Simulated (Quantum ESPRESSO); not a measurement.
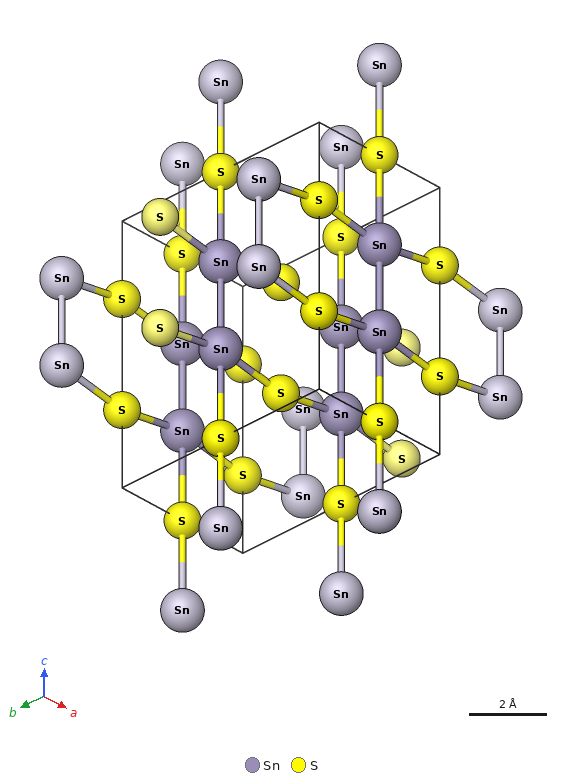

*The input geometry (ball-and-stick view of the cell 2 times as large as that of the calculation, set on its symmetry axes, seen at an oblique angle; neighbours outside the cell are drawn fainter). An atom can appear more than once, as a periodic image.*

Near neighbours in the periodic cell (some may lie outside the picture): Sn has 3 S at 2.29 to 2.74 Å and 1 Sn at 2.66 Å; S has 2 Sn at 2.29 to 2.74 Å.

**Run report: Sn$_{2}$S$_{3}$, band-structure run (part 1 of 2)**

System: Sn$_{2}$S$_{3}$ (Cmmm, 5 atoms in the cell).
Method: Kohn-Sham DFT of a periodic cell, vdW-DF, PseudoDojo 0.4 SR PBEsol stringent, no spin polarisation (Quantum ESPRESSO 7.5).

The structure was built on a prototype by a generator; it need not be a known phase.

## Log
```
This program is part of the open-source Quantum ESPRESSO suite
     for quantum simulation of materials; please cite
         "P. Giannozzi et al., J. Phys.:Condens. Matter 21 395502 (2009);
         "P. Giannozzi et al., J. Phys.:Condens. Matter 29 465901 (2017);
         "P. Giannozzi et al., J. Chem. Phys. 152 154105 (2020);
          URL
     in publications or presentations arising from this work. More details at

     IMPORTANT: XC functional enforced from input :
     Exchange-correlation= VDW-DF
                           (   1   4   4   0   1   0   0)
     Any further DFT definition will be discarded
     Please, verify this is what you really want

     Message from routine setup:
     using ibrav=0 with symmetry is DISCOURAGED, use correct ibrav instead

     G-vector sticks info
     --------------------
     sticks:   dense  smooth     PW     G-vecs:    dense   smooth      PW
     Sum        1869    1869    529               123191   123191   18341

     Using Slab Decomposition

     bravais-lattice index     =            0
     lattice parameter (alat)  =       7.9728  a.u.
     unit-cell volume          =     884.7878 (a.u.)^3
     number of atoms/cell      =            5
     number of atomic types    =            2
     number of electrons       =        62.00
     number of Kohn-Sham states=           42
     kinetic-energy cutoff     =     102.0000  Ry
     charge density cutoff     =     408.0000  Ry
     scf convergence threshold =      1.0E-09
     mixing beta               =       0.5000
     number of iterations used =            8  plain     mixing
     Exchange-correlation= VDW-DF
                           (   1   4   4   0   1   0   0)

     celldm(1)=   7.972766  celldm(2)=   0.000000  celldm(3)=   0.000000
     celldm(4)=   0.000000  celldm(5)=   0.000000  celldm(6)=   0.000000

     crystal axes: (cart. coord. in units of alat)
               a(1) = (   0.536936  -0.843623   0.000000 )
               a(2) = (   0.536936   0.843623   0.000000 )
               a(3) = (   0.000000   0.000000   1.927131 )

     reciprocal axes: (cart. coord. in units 2 pi/alat)
               b(1) = (  0.931210 -0.592682  0.000000 )
               b(2) = (  0.931210  0.592682 -0.000000 )
               b(3) = ( -0.000000  0.000000  0.518906 )

     PseudoPot. # 1 for Sn read from file:
     Sn.upf
     Pseudo is Norm-conserving + core correction, Zval = 22.0
     Generated using ONCVPSP code by D. R. Hamann
     Using radial grid of 1628 points,  6 beta functions with:
                l(1) =   0
                l(2) =   0
                l(3) =   1
                l(4) =   1
                l(5) =   2
                l(6) =   2

     PseudoPot. # 2 for S  read from file:
     S.upf
     Pseudo is Norm-conserving + core correction, Zval =  6.0
     Generated using ONCVPSP code by D. R. Hamann
     Using radial grid of 1146 points,  6 beta functions with:
                l(1) =   0
                l(2) =   0
                l(3) =   1
                l(4) =   1
                l(5) =   2
                l(6) =   2

     atomic species   valence    mass     pseudopotential
     Sn               22.00   118.71000     Sn( 1.00)
     S                 6.00    32.06000     S ( 1.00)

      8 Sym. Ops., with inversion, found

   Cartesian axes

     site n.     atom                  positions (alat units)
         1        Sn     tau(   1) = (   0.5369359   0.0000000   1.2782317  )
         2        Sn     tau(   2) = (   0.5369359   0.0000000   0.6488990  )
         3        S      tau(   3) = (   0.5369359   0.0000000   0.0000000  )
         4        S      tau(   4) = (   0.0000000   0.0000000   1.3647859  )
         5        S      tau(   5) = (   0.0000000   0.0000000   0.5623447  )

     number of k points=    18  Gaussian smearing, width (Ry)=  0.0073
                       cart. coord. in units 2pi/alat
        k(    1) = (   0.0000000   0.0000000   0.0000000), wk =   0.0266667
        k(    2) = (   0.0000000   0.0000000   0.1729687), wk =   0.0533333
        k(    3) = (   0.1862420   0.1185364   0.0000000), wk =   0.1066667
        k(    4) = (   0.1862420   0.1185364   0.1729687), wk =   0.2133333
        k(    5) = (   0.3724839   0.2370727   0.0000000), wk =   0.1066667
        k(    6) = (   0.3724839   0.2370727   0.1729687), wk =   0.2133333
        k(    7) = (   0.3724839  -0.0000000   0.0000000), wk =   0.0533333
        k(    8) = (   0.3724839  -0.0000000   0.1729687), wk =   0.1066667
        k(    9) = (   0.5587259   0.1185364   0.0000000), wk =   0.1066667
        k(   10) = (   0.5587259   0.1185364   0.1729687), wk =   0.2133333
        k(   11) = (  -0.1862420  -0.3556091   0.0000000), wk =   0.1066667
        k(   12) = (  -0.1862420  -0.3556091   0.1729687), wk =   0.2133333
        k(   13) = (   0.0000000  -0.2370727   0.0000000), wk =   0.0533333
        k(   14) = (   0.0000000  -0.2370727   0.1729687), wk =   0.1066667
        k(   15) = (   0.7449678  -0.0000000   0.0000000), wk =   0.0533333
        k(   16) = (   0.7449678  -0.0000000   0.1729687), wk =   0.1066667
        k(   17) = (   0.0000000  -0.4741454   0.0000000), wk =   0.0533333
        k(   18) = (   0.0000000  -0.4741454   0.1729687), wk =   0.1066667

     Dense  grid:   123191 G-vectors     FFT dimensions: (  54,  54, 100)

     Initial potential from superposition of free atoms

     starting charge      61.9971, renormalised to      62.0000

     %%%%%%%%%%%%%%%%%%%%%%%%%%%%%%%%%%%%%%%%%%%%%%%%%%%%%%%%%%%%%%%%%%%%%%%%
     %                                                                      %
     % You are using vdW-DF, which was implemented by the Thonhauser group. %
     % Please cite the following two papers that made this development      %
     % possible and the two reviews that describe the various versions:     %
     %                                                                      %
     %   T. Thonhauser et al., PRL 115, 136402 (2015).                      %
     %   T. Thonhauser et al., PRB 76, 125112 (2007).                       %
     %   K. Berland et al., Rep. Prog. Phys. 78, 066501 (2015).             %
     %   D.C. Langreth et al., J. Phys.: Condens. Matter 21, 084203 (2009). %
     %                                                                      %
     % If you are calculating stress with vdW-DF, please also cite:         %
     %                                                                      %
     %   R. Sabatini et al., J. Phys.: Condens. Matter 24, 424209 (2012).   %
     %                                                                      %
     %%%%%%%%%%%%%%%%%%%%%%%%%%%%%%%%%%%%%%%%%%%%%%%%%%%%%%%%%%%%%%%%%%%%%%%%

     %%%%%%%%%%%%%%%%%%%%%%%%%%%%%%%%%%%%%%%%%%%%%%%%%%%%%%%%%%%%%%%%%%%%%%%%
     %                                                                      %
     %  vdW-DF NEWS:                                                        %
     %                                                                      %
     %  * vdW-DF3 is now available. DOI: 10.1021/acs.jctc.0c00471           %
     %    use with input_dft = 'vdW-DF3-opt1' or 'vdW-DF3-opt2'             %
     %                                                                      %
     %  * Unscreened and range-separated hybrid vdW-DF-cx functionals       %
     %    DOI: 10.1063/1.4986522 and 10.1088/1361-648X/ac2ad2               %
     %    use with input_dft = 'vdW-DF-cx0'    and 'vdW-DF-ahcx'            %
     %  * Unscreened and range-separated hybrid vdW-DF2-b86r functionals    %
     %    DOI: 10.1063/1.4986522 and DOI: 10.1103/PhysRevX.12.041003        %
     %    use with input_dft = 'vdW-DF2-br0' and 'vdW-DF2-ahbr'             %
     %                                                                      %
     %%%%%%%%%%%%%%%%%%%%%%%%%%%%%%%%%%%%%%%%%%%%%%%%%%%%%%%%%%%%%%%%%%%%%%%%

     Starting wfcs are   38 randomized atomic wfcs +    4 random wfcs

     Self-consistent Calculation

     iteration #  1     ecut=   102.00 Ry     beta= 0.50
     Davidson diagonalization with overlap
     ethr =  1.00E-02,  avg # of iterations =  7.3

     total energy              =    -953.92349103 Ry
     estimated scf accuracy    <       0.76514434 Ry

     iteration #  2     ecut=   102.00 Ry     beta= 0.50
     Davidson diagonalization with overlap
     ethr =  1.23E-03,  avg # of iterations =  4.2

     total energy              =    -953.51076167 Ry
     estimated scf accuracy    <       6.71838550 Ry

     iteration #  3     ecut=   102.00 Ry     beta= 0.50
     Davidson diagonalization with overlap
     ethr =  1.23E-03,  avg # of iterations =  2.7

     total energy              =    -954.25553227 Ry
     estimated scf accuracy    <       0.24519471 Ry

     iteration #  4     ecut=   102.00 Ry     beta= 0.50
     Davidson diagonalization with overlap
     ethr =  3.95E-04,  avg # of iterations =  1.2

     total energy              =    -954.26863383 Ry
     estimated scf accuracy    <       0.03528521 Ry

     iteration #  5     ecut=   102.00 Ry     beta= 0.50
     Davidson diagonalization with overlap
     ethr =  5.69E-05,  avg # of iterations =  3.0

     total energy              =    -954.26815499 Ry
     estimated scf accuracy    <       0.00697177 Ry

     iteration #  6     ecut=   102.00 Ry     beta= 0.50
     Davidson diagonalization with overlap
     ethr =  1.12E-05,  avg # of iterations =  4.3

     total energy              =    -954.26930741 Ry
     estimated scf accuracy    <       0.00109202 Ry

     iteration #  7     ecut=   102.00 Ry     beta= 0.50
     Davidson diagonalization with overlap
     c_bands:  1 eigenvalues not converged
     ethr =  1.76E-06,  avg # of iterations =  5.2

     total energy              =    -954.26939705 Ry
     estimated scf accuracy    <       0.00002313 Ry

     iteration #  8     ecut=   102.00 Ry     beta= 0.50
     Davidson diagonalization with overlap
     ethr =  3.73E-08,  avg # of iterations =  2.3

     total energy              =    -954.26940254 Ry
     estimated scf accuracy    <       0.00000140 Ry

     iteration #  9     ecut=   102.00 Ry     beta= 0.50
     Davidson diagonalization with overlap
     ethr =  2.26E-09,  avg # of iterations =  2.6

     total energy              =    -954.26940300 Ry
     estimated scf accuracy    <       0.00000022 Ry

     iteration # 10     ecut=   102.00 Ry     beta= 0.50
     Davidson diagonalization with overlap
     ethr =  3.57E-10,  avg # of iterations =  2.1

     total energy              =    -954.26940307 Ry
     estimated scf accuracy    <       0.00000002 Ry

     iteration # 11     ecut=   102.00 Ry     beta= 0.50
     Davidson diagonalization with overlap
     ethr =  3.33E-11,  avg # of iterations =  3.0

     End of self-consistent calculation

          k = 0.0000 0.0000 0.0000 ( 15357 PWs)   bands (ev):

  -122.8249-122.8230 -78.7738 -78.7718 -78.6695 -78.6639 -78.6619 -78.6426
   -15.3732 -15.2281 -15.2042 -15.1070 -15.0796 -15.0544 -15.0291 -14.9037
   -14.8793 -14.8096  -7.0746  -6.3024  -4.0562   0.5250   1.3112   1.8846
     2.7818   4.4049   4.6513   4.8787   5.2279   6.7151   6.7853   8.0948
     8.4383   8.8816  10.5866  11.8357  12.2395  13.4686  13.5361  13.6962
    14.2986  15.5788

          k = 0.0000 0.0000 0.1730 ( 15386 PWs)   bands (ev):

  -122.8249-122.8230 -78.7738 -78.7718 -78.6695 -78.6639 -78.6619 -78.6426
   -15.3721 -15.2281 -15.2037 -15.1069 -15.0795 -15.0543 -15.0291 -14.9038
   -14.8794 -14.8115  -6.9981  -6.4431  -3.9458   0.5301   1.3449   1.8391
     2.6350   4.0566   4.8995   5.2044   5.3368   6.7591   6.8378   6.8380
     8.6347   9.9934  10.9273  12.0072  12.3147  12.9781  13.0794  13.3300
    14.6699  15.0960

          k = 0.1862 0.1185 0.0000 ( 15385 PWs)   bands (ev):

  -122.8249-122.8230 -78.7738 -78.7718 -78.6695 -78.6639 -78.6619 -78.6426
   -15.3576 -15.2084 -15.1962 -15.1080 -15.0826 -15.0532 -15.0281 -14.9043
   -14.8824 -14.8034  -6.8751  -6.1870  -4.0935  -1.0662   0.1591   2.6502
     4.2866   4.5709   4.9562   5.0111   5.5041   6.3704   6.9261   7.9273
     8.1344   8.1996   9.3122  12.6401  13.3183  14.1142  14.3201  14.3476
    14.8204  15.7290

          k = 0.1862 0.1185 0.1730 ( 15378 PWs)   bands (ev):

  -122.8249-122.8230 -78.7738 -78.7718 -78.6695 -78.6639 -78.6619 -78.6426
   -15.3563 -15.2084 -15.1957 -15.1079 -15.0825 -15.0532 -15.0281 -14.9044
   -14.8825 -14.8053  -6.8089  -6.3001  -4.0302  -1.1396   0.4943   2.1651
     4.2521   4.7791   4.9141   5.0434   5.6335   6.4798   6.5894   7.2711
     7.5678   9.6767   9.9588  12.7813  13.3314  13.7320  13.8775  14.2804
    15.1404  15.2847

          k = 0.3725 0.2371 0.0000 ( 15409 PWs)   bands (ev):

  -122.8249-122.8230 -78.7738 -78.7718 -78.6695 -78.6640 -78.6620 -78.6426
   -15.3348 -15.1803 -15.1768 -15.1098 -15.0876 -15.0511 -15.0266 -14.9053
   -14.8873 -14.7927  -6.4223  -5.9638  -4.3516  -2.2021  -1.1548   3.4323
     4.4841   4.8753   5.0841   5.1631   5.7201   5.9038   6.9783   7.2518
     8.1694   9.4521   9.7209  12.6438  13.3570  13.5172  14.3028  14.8934
    15.2238  15.8308

          k = 0.3725 0.2371 0.1730 ( 15394 PWs)   bands (ev):

  -122.8249-122.8230 -78.7738 -78.7718 -78.6695 -78.6640 -78.6620 -78.6426
   -15.3333 -15.1800 -15.1768 -15.1097 -15.0875 -15.0510 -15.0266 -14.9054
   -14.8874 -14.7947  -6.3962  -5.9990  -4.3058  -2.5704  -0.5226   3.1155
     4.2311   4.5128   4.8610   4.9781   6.0080   6.5271   6.6644   7.2869
     8.6767   9.5097  10.4855  12.4667  13.3415  13.6266  13.8970  14.4541
    14.7081  15.3426

          k = 0.3725-0.0000 0.0000 ( 15374 PWs)   bands (ev):

  -122.8249-122.8230 -78.7738 -78.7718 -78.6695 -78.6640 -78.6620 -78.6426
   -15.3353 -15.1787 -15.1751 -15.1089 -15.0877 -15.0532 -15.0281 -14.9048
   -14.8873 -14.7946  -6.5110  -6.0191  -4.3250  -2.1372  -1.0649   3.3883
     4.2270   4.8111   5.0454   5.1652   5.9980   6.3144   6.9902   7.6540
     8.9459   9.3846   9.5635  12.4306  13.1135  13.4192  13.8167  14.5696
    15.3642  15.8657

          k = 0.3725-0.0000 0.1730 ( 15371 PWs)   bands (ev):

  -122.8249-122.8230 -78.7738 -78.7718 -78.6695 -78.6640 -78.6620 -78.6426
   -15.3338 -15.1785 -15.1751 -15.1088 -15.0875 -15.0531 -15.0281 -14.9049
   -14.8875 -14.7965  -6.4789  -6.0636  -4.2856  -2.4696  -0.4518   2.9654
     4.2743   4.3628   4.7514   5.1137   6.3962   6.4944   7.2885   7.3590
     9.3254   9.3664  10.4314  12.3978  12.8665  13.5901  13.6472  13.6807
    14.8496  15.5248

          k = 0.5587 0.1185 0.0000 ( 15391 PWs)   bands (ev):

  -122.8249-122.8230 -78.7738 -78.7718 -78.6695 -78.6640 -78.6620 -78.6426
   -15.3339 -15.1824 -15.1795 -15.1108 -15.0881 -15.0483 -15.0239 -14.9058
   -14.8875 -14.7902  -6.2882  -5.8782  -4.3741  -2.2175  -1.1962   3.3050
     3.5628   4.1230   5.0347   5.3421   5.7626   6.2259   6.8292   7.7346
     9.1038   9.2391   9.5908  12.4575  13.2610  13.5607  14.7038  14.8163
    15.4223  15.4913

          k = 0.5587 0.1185 0.1730 ( 15404 PWs)   bands (ev):

  -122.8249-122.8230 -78.7738 -78.7718 -78.6695 -78.6640 -78.6620 -78.6426
   -15.3324 -15.1821 -15.1795 -15.1107 -15.0880 -15.0483 -15.0240 -14.9059
   -14.8876 -14.7922  -6.2714  -5.8999  -4.3210  -2.6271  -0.5386   3.3346
     3.4487   4.0135   4.0882   4.9457   6.3170   6.4577   7.2040   7.6755
     9.1458   9.5925  10.3066  12.3468  12.7872  13.2454  14.0002  14.9982
    15.2265  15.8991

          k =-0.1862-0.3556 0.0000 ( 15381 PWs)   bands (ev):

  -122.8249-122.8230 -78.7738 -78.7718 -78.6695 -78.6640 -78.6619 -78.6426
   -15.3564 -15.2152 -15.2005 -15.1109 -15.0836 -15.0455 -15.0214 -14.9059
   -14.8828 -14.7964  -6.6145  -5.9871  -4.0486  -1.2088  -0.0263   2.7009
     3.2314   3.8835   4.4111   4.6629   5.4242   6.2165   6.8160   7.9121
     8.0361   8.2929   9.7784  12.9423  13.3561  14.5904  14.8089  15.3281
    15.8758  15.9168

          k =-0.1862-0.3556 0.1730 ( 15370 PWs)   bands (ev):

  -122.8249-122.8230 -78.7738 -78.7718 -78.6695 -78.6640 -78.6619 -78.6426
   -15.3552 -15.2152 -15.2000 -15.1108 -15.0834 -15.0455 -15.0214 -14.9060
   -14.8829 -14.7983  -6.5523  -6.0890  -3.9987  -1.3268   0.3417   2.3650
     3.2282   3.7959   4.3009   4.9055   5.4027   6.3213   6.4031   7.1980
     8.0894   9.9302  10.0046  12.7734  13.1063  13.7775  14.9609  15.3517
    15.7538  16.1413

          k = 0.0000-0.2371 0.0000 ( 15364 PWs)   bands (ev):

  -122.8249-122.8230 -78.7738 -78.7718 -78.6695 -78.6639 -78.6619 -78.6426
   -15.3728 -15.2331 -15.2069 -15.1092 -15.0804 -15.0485 -15.0239 -14.9049
   -14.8797 -14.8042  -6.9065  -6.1647  -4.0019   0.4866   1.1658   1.7617
     2.5791   3.7590   4.3698   4.4791   5.0030   6.5065   6.5906   8.1254
     8.2852   8.6444  10.1408  12.5787  13.6883  13.9248  14.3100  14.4807
    15.3284  15.3624

          k = 0.0000-0.2371 0.1730 ( 15378 PWs)   bands (ev):

  -122.8249-122.8230 -78.7738 -78.7718 -78.6695 -78.6639 -78.6619 -78.6426
   -15.3717 -15.2332 -15.2063 -15.1091 -15.0803 -15.0485 -15.0239 -14.9050
   -14.8798 -14.8061  -6.8305  -6.3019  -3.9024   0.5009   1.2004   1.7143
     2.5702   3.5935   4.0132   4.7723   5.3784   6.5985   6.6402   6.7735
     8.3551  10.1324  10.3983  12.4097  13.5007  13.7513  14.1457  14.3517
    14.5945  15.1964

          k = 0.7450-0.0000 0.0000 ( 15410 PWs)   bands (ev):

  -122.8249-122.8230 -78.7738 -78.7718 -78.6695 -78.6640 -78.6619 -78.6426
   -15.3559 -15.2194 -15.2029 -15.1126 -15.0842 -15.0409 -15.0171 -14.9068
   -14.8832 -14.7922  -6.4369  -5.8540  -4.0230  -1.2410  -0.0834   2.2544
     2.8601   3.2149   4.3848   4.5327   5.3849   5.9806   6.6916   7.8923
     7.9257   8.8647  10.9211  12.6966  13.4876  14.4343  14.5801  15.4480
    16.1804  16.2182

          k = 0.7450-0.0000 0.1730 ( 15413 PWs)   bands (ev):

  -122.8249-122.8230 -78.7738 -78.7718 -78.6695 -78.6640 -78.6619 -78.6426
   -15.3547 -15.2194 -15.2024 -15.1125 -15.0841 -15.0409 -15.0171 -14.9069
   -14.8833 -14.7942  -6.3782  -5.9476  -3.9797  -1.3886   0.3046   2.3193
     2.5555   3.0932   4.1637   4.9164   5.2910   6.0916   6.1665   7.1141
     8.8761   9.8973  11.0323  12.5016  12.8184  13.8039  15.4632  15.5022
    15.8123  16.3719

          k = 0.0000-0.4741 0.0000 ( 15412 PWs)   bands (ev):

  -122.8249-122.8230 -78.7738 -78.7718 -78.6695 -78.6639 -78.6619 -78.6426
   -15.3725 -15.2413 -15.2109 -15.1127 -15.0816 -15.0391 -15.0155 -14.9069
   -14.8805 -14.7956  -6.6020  -5.9198  -3.9132   0.5341   0.9461   1.5738
     2.2506   2.4671   3.2623   4.3465   4.9746   5.9755   6.4036   7.9754
     8.2633   9.1573  11.3240  12.4513  13.7384  14.3776  14.9172  14.9255
    15.7125  16.4081

          k = 0.0000-0.4741 0.1730 ( 15391 PWs)   bands (ev):

  -122.8249-122.8230 -78.7738 -78.7718 -78.6695 -78.6639 -78.6619 -78.6426
   -15.3714 -15.2414 -15.2102 -15.1126 -15.0815 -15.0391 -15.0155 -14.9070
   -14.8806 -14.7975  -6.5274  -6.0499  -3.8312   0.5382   0.9819   1.5237
     2.3144   2.6240   3.0340   4.0292   5.3883   6.1156   6.4619   6.5878
     9.0241  10.2106  11.4287  12.1008  12.6775  14.4813  15.3387  15.5352
    15.8172  16.2356

     the Fermi energy is     7.0886 ev

!    total energy              =    -954.26940308 Ry
     estimated scf accuracy    <          6.6E-10 Ry
     smearing contrib. (-TS)   =      -0.00062593 Ry
     internal energy E=F+TS    =    -954.26877715 Ry

     The total energy is F=E-TS. E is the sum of the following terms:
     one-electron contribution =    -818.34129570 Ry
     hartree contribution      =     406.07315689 Ry
     xc contribution           =    -128.98695853 Ry
     ewald contribution        =    -413.01367981 Ry

     convergence has been achieved in  11 iterations

     Forces acting on atoms (cartesian axes, Ry/au):

     atom    1 type  1   force =     0.00000000    0.00000000    0.08331985
     atom    2 type  1   force =     0.00000000    0.00000000   -0.08331985
     atom    3 type  2   force =     0.00000000    0.00000000    0.00000000
     atom    4 type  2   force =     0.00000000    0.00000000    0.04763938
     atom    5 type  2   force =     0.00000000    0.00000000   -0.04763938

     Total force =     0.135733     Total SCF correction =     0.000098

     Computing stress (Cartesian axis) and pressure

          total   stress  (Ry/bohr**3)                   (kbar)     P=      136.77
   0.00246854  -0.00000000   0.00000000          363.14       -0.00        0.00
   0.00000000  -0.00009839   0.00000000            0.00      -14.47        0.00
   0.00000000   0.00000000   0.00041904            0.00        0.00       61.64

=------------------------------------------------------------------------------=
   JOB DONE.
=------------------------------------------------------------------------------=
```
